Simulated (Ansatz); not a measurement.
System: K, space group Im-3m (No. 229) (one of a set of cubic test structures, which need not be the stable phase).

Input of one of the runs behind the figure:
```
crystal:
  lattice:
    - [-2.624727148973, 2.624727148973, 2.624727148973]
    - [2.624727148973, -2.624727148973, 2.624727148973]
    - [2.624727148973, 2.624727148973, -2.624727148973]
  atoms:
    - { symbol: K, position: [0, 0, 0] }
kpoints:
  mp_grid: { grid: [9, 9, 9] }
hamiltonian:
  xc: r2scan
  pseudopotentials:
    kind: paw
    azcp:
      K: "pseudopotentials/pbe/paw/ansatz_paw_generated_hard_1/K.paw.azcp"
scf:
  occupations: { method: fermi_dirac, width: 0.1 }
  convergence: { dr2_threshold: "1e-9 eV" }
  max_iter: 300
output:
  forces: true
  stress: true
basis:
  xc_grid: 2
```

Run as:
```bash
ansatz run input.yaml --threads 1
```

Calculation (Ansatz 0.2.0 development build): equation of state of a cubic crystal from periodic Kohn-Sham density functional theory without spin, third-order Birch-Murnaghan fit to the free energies; pressure corrected for the finite basis. Level: r2SCAN.

structure type bcc; atoms in cell 1; space group number 229; lattice centring body-centred primitive; k mesh 9×9×9; occupation method Fermi–Dirac; occupation width 0.1 eV; wave cutoff 700 eV; datasets hard PAW; density tolerance 1e−09 eV; bands 9; density cutoff ratio 4; search for lower states default; xc grid level 2.

Predict the energy above the lowest point and pressure against volume. The volume takes the values 67.90, 70.11, 72.33, 74.54, 76.76 Å³/atom.

A third-order Birch–Murnaghan fit gives V0 = 76.59 Å³/atom, B0 = 3.4 GPa and B′ = 3.7. The energy above the lowest point falls from 12.6 meV/atom at volume 67.90 Å³/atom to 0.0 meV/atom at 76.76 Å³/atom. The pressure falls from 0.51 GPa at volume 67.90 Å³/atom to −0.01 GPa at 76.76 Å³/atom, and changes sign near 76.6 Å³/atom.

| volume (Å³/atom) | energy above the lowest point (meV/atom) | pressure (GPa) |
| --- | --- | --- |
| 67.90 | 12.6 | 0.51 |
| 70.11 | 6.7 | 0.35 |
| 72.33 | 2.7 | 0.22 |
| 74.54 | 0.6 | 0.10 |
| 76.76 | 0.0 | −0.01 |

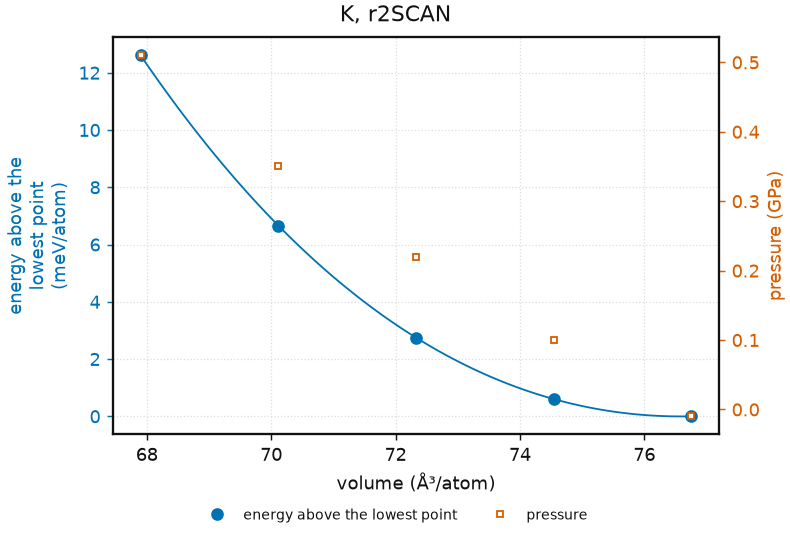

Caveats: pseudopotentials made with PBE, not this functional.
